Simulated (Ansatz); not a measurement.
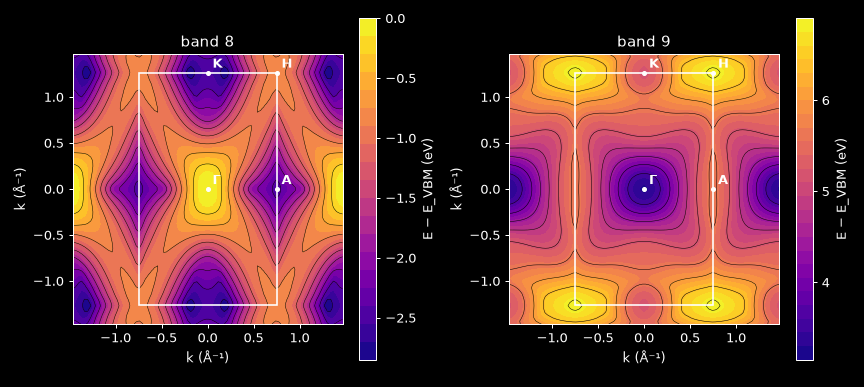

Two bands of AlN (space group P6_3/mmc, No. 194) over the plane through Γ, A and K: the highest mostly filled and the lowest mostly empty one.

Method: Ansatz, DFT PBE, scalar-relativistic, plane waves, PAW; levels and slopes on a dense k mesh at the converged density. No spin polarisation. k mesh for the levels: 30×30×22. The geometry was not relaxed. The cell comes from a database of computed structures, not from a measurement.

> Give both levels and their distance at the named points.

```csv
point,lower band (eV),upper band (eV),distance (eV)
Γ,0.00,3.26,3.26
A,−2.48,5.66,8.13
K,−2.52,5.20,7.73
H,−0.82,6.87,7.69
```

> Where are the band edges of the whole zone?

The valence band has one maximum at Γ, principal masses 0.27, 0.94 and 0.94 mₑ; the conduction band has one minimum at Γ, principal masses 0.30, 0.30 and 0.32 mₑ. The gap is direct, 3.26 eV at this level of theory, which underestimates gaps and can reorder valleys that lie close.
